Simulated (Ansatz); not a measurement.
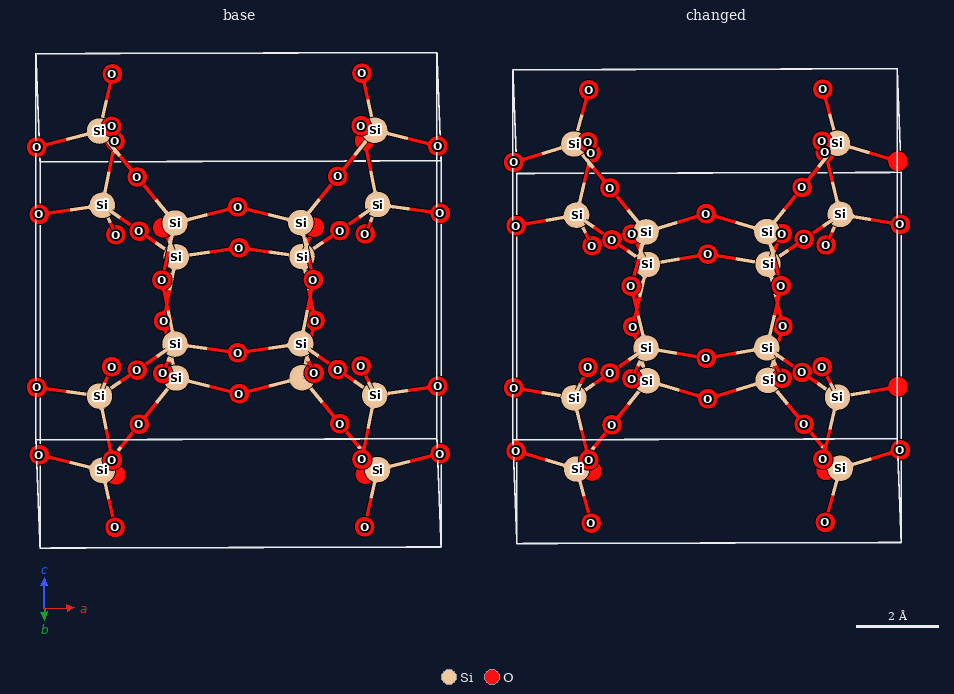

Left: a crystal of SiO$_{2}$ (set up in Im-3m). Right: the same structure after one change, at the same scale. The picture is a ball-and-stick view of the conventional cell (2 times the calculation's cell), seen from a free direction. Lengths and directions refer to the drawn axes.

Level of theory: Ansatz, DFT r2SCAN, scalar-relativistic, plane waves, PAW. Set-up: plane-wave cutoff 500 eV; k-point mesh 4 × 4 × 4; occupations gaussian; smearing width 0.02 eV; no spin polarisation.

What was changed?

The volume is changed by −12.0 %. The atoms are relaxed in that cell.

And its effect?

Energy change: +111 meV per atom. The pressure goes from 0.0 to 16.0 GPa. The volume changes by −12.0 %, with a = b = c 9.885 → 9.472 Å (−4.2 %). The largest moves relative to the cell, 0.087 Å, are those of O atoms. Largest moves by element: O 0.087 Å, Si 0.003 Å. Some distances before and after: O–Si 1.595 → 1.525 Å, O–Si 1.614 → 1.574 Å. The space group stays Im-3m (No. 229).
